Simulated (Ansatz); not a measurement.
Input file:

```
crystal:
  lattice:
    - [3.3955880419, 0.0, 0.0]
    - [0.0, 3.3955880419, 0.0]
    - [0.0, 0.0, 3.3955880419]
  atoms:
    - { symbol: Ag, position: [0.0, 0.0, 0.0] }
    - { symbol: Cl, position: [0.5, 0.5, 0.5] }
kpoints:
  mp_grid: { grid: [4, 4, 4] }
hamiltonian:
  xc: hse06
scf:
  occupations: { method: fixed }
  n_extra_bands: 4
output:
  forces: true
  stress: true
  eigenvalues: true
  write_density: true
  write_potential: true
  elf: true
  volumetric_format: npy
```

Launched as:

```sh
ansatz run input.yaml --threads 4 --pin off --max-ram 3686MiB --backend cpu --events-out ev --progress --plain --runs-dir out
```

Below, planes, directions and counts refer to the conventional cell (a = 3.40 Å, b = 3.40 Å, c = 3.40 Å, α = 90.00°, β = 90.00°, γ = 90.00°).

Space group Pm-3m; started from the CsCl prototype, which need not be the ambient phase.

Computed with DFT, HSE06, plane waves, PAW (Ansatz).

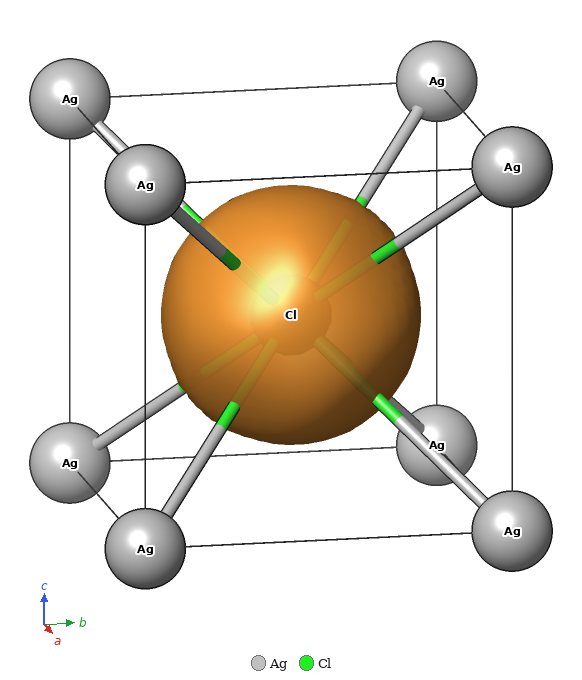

AgCl. Isosurface of the electron localisation function at 0.65 (orange), seen slightly off an axis. Only the valence region is drawn (cores and ρ < 0.01 e/Å³ removed). Sticks mark near contacts.

What do the ELF domains correspond to?

Answer. At this value the surface marks out one region wrapped around Cl (its valence shell), counted in one cell of 2 atoms. Any copies at cell faces, edges or corners count once.

Values along the shortest contacts:
Ag–Cl (2.94 Å): the ELF peaks at about 0.85 in the valence shell of Cl, 0.8 Å from its nucleus, and drops to about 0.05 between the two atoms; no shared electron pair shows on this line.

Metal or insulator at this level of theory?

Answer. It is gapped, with a Kohn–Sham gap of 2.0 eV on the k-point mesh, an upper bound to the gap of this method.
